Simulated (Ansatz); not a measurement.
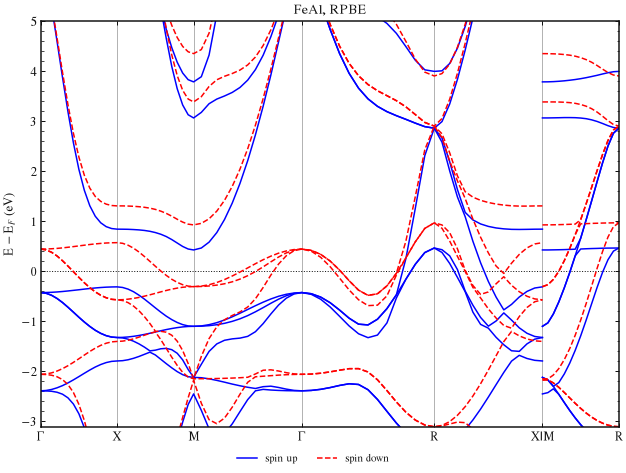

Band structure. Energies are counted from the Fermi level.

What lattice type does the k path imply?

A simple cubic lattice: the path Γ–X–M–Γ–R–X|M–R runs through the special points of its Brillouin zone.

Calculation on CsCl-type FeAl, space group Pm-3m (No. 221), 2 atoms in the cell; cubic a = 2.910 Å.

Method: RPBE, Ansatz PAW, collinear spin, ferromagnetic start, no spin-orbit coupling, 9×9×9 k mesh, 420 eV cutoff, Fermi-Dirac smearing of 0.05 eV (Ansatz).

Is there a gap at the Fermi level?

A metal: bands cross the Fermi level along this path.

The run ends ferromagnetic, with 0.67 μB a cell. The magnetic state is the one that this start led to; another may lie lower. The PAW data sets were made with another functional. Bands are joined in order of energy, so crossings between the computed points show as kinks or gaps.
